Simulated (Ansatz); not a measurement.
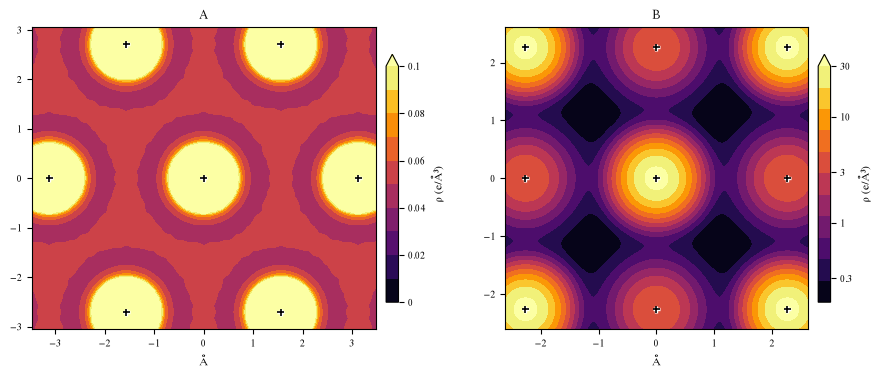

The valence pseudo-density of 2 systems, each on a plane through atoms (crosses mark nuclei in the plane).

Method: DFT r2SCAN, scalar-relativistic, plane waves, PAW (Ansatz).

System 1: Li, the (111) plane of the conventional cell. Space group Fm-3m; changed on purpose from its base cell (volume × 1.03); computed without spin polarisation.

System 2: HfN, the (010) plane of the conventional cell. Space group Fm-3m; a structure from a database of computed crystals, not necessarily the ambient phase; computed without spin polarisation.

```xyz
8
Lattice="4.5255 0.0000 0.0000 0.0000 4.5255 0.0000 0.0000 0.0000 4.5255" Properties=species:S:1:pos:R:3 pbc="T T T"
Hf    0.0000    0.0000    0.0000
Hf    2.2627    2.2627    0.0000
Hf    2.2627    0.0000    2.2627
Hf    0.0000    2.2627    2.2627
N     2.2627    0.0000    0.0000
N     0.0000    2.2627    0.0000
N     0.0000    0.0000    2.2627
N     2.2627    2.2627    2.2627
```

Question: Match each panel to its system.

Answer: Panel A is system 1, Li: the plane holds Li. Li–Li (3.13 Å): the density is about 0.05 e/Å³ at the midpoint. Panel B is system 2, HfN: the plane holds Hf and N. Hf–N (2.26 Å): ρ is about 0.5 e/Å³ halfway.
